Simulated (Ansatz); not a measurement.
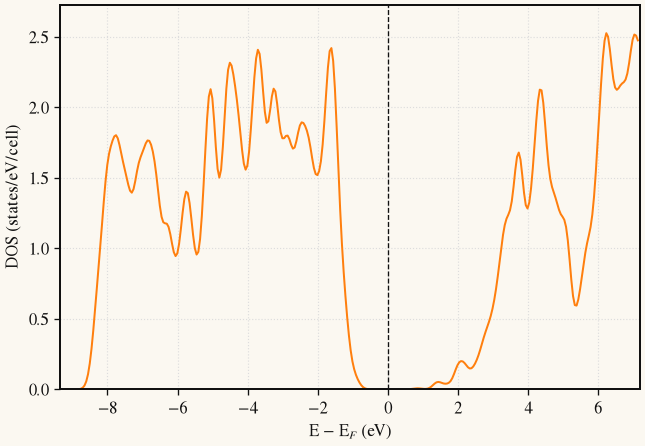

Density of states. Energies are counted from the Fermi level, put mid-gap where there is a gap. The curve is built from the levels of the k mesh with Gaussians 0.3 eV wide, which also blur the band edges.

The material is GaN, space group Cmcm, 4 atoms in the cell, h-MgO (five-fold) type, uniaxial (x) strain +1.6%; a = 3.35 Å, b = 3.31 Å, c = 4.76 Å, α = 90.00°, β = 90.00°, γ = 120.39°.

Method: DFT, r2SCAN, plane waves, PAW, no spin polarisation, 12×12×6 k mesh, 500 eV cutoff (Ansatz).

### Metal or insulator, going by the density of states?

There is a gap; over the k points computed it is 1.71 eV (direct among those points).

### How wide is the upper valence band?

The upper group of valence states starts about 7.6 eV under the valence-band top (which lies at −0.9 eV on this axis), with a gap beneath it; it holds about 12 electrons a cell.
